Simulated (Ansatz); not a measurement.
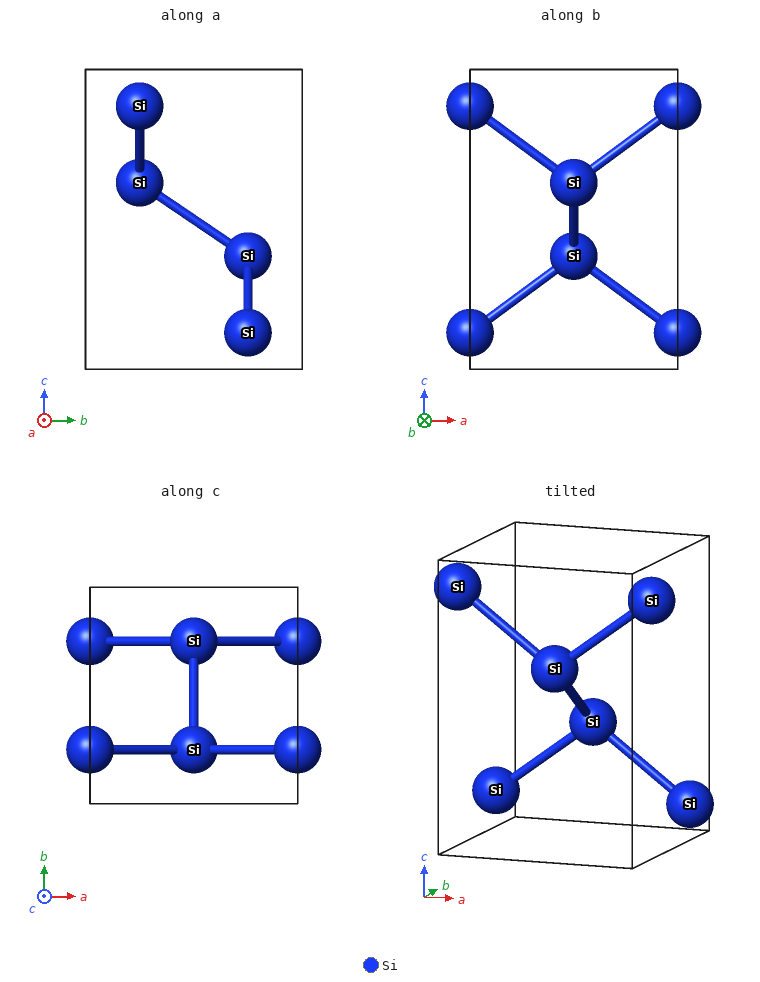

Crystal structure, ball-and-stick style, seen along the a axis, along the b axis, along the c axis and slightly off an axis. Atoms at the boundary of the conventional unit cell (the box) are drawn once for each face, edge or corner they touch.

Lattice parameters: a = 3.7667 Å, b = 3.9326 Å, c = 5.4442 Å, α = 90.000°, β = 90.000°, γ = 90.000°.

> Convert the drawing into a CIF in P1 with every atom of the cell, with free fractional coordinates to two decimals.

```cif
data_structure
_symmetry_space_group_name_H-M 'P 1'
_symmetry_Int_Tables_number 1
_cell_length_a 3.7667
_cell_length_b 3.9326
_cell_length_c 5.4442
_cell_angle_alpha 90.000
_cell_angle_beta 90.000
_cell_angle_gamma 90.000
_cell_volume 80.65
loop_
_atom_site_label
_atom_site_type_symbol
_atom_site_fract_x
_atom_site_fract_y
_atom_site_fract_z
_atom_site_occupancy
Si1 Si 0.50 0.75 0.38 1
Si2 Si 0.00 0.75 0.12 1
Si3 Si 0.00 0.25 0.88 1
Si4 Si 0.50 0.25 0.62 1
```

The structure was taken from a structure type filled with this element by a generator (whether the element takes this form wasn't checked). The cell was then strained or its atoms displaced on purpose. Ansatz was used for an electronic-structure calculation on it.
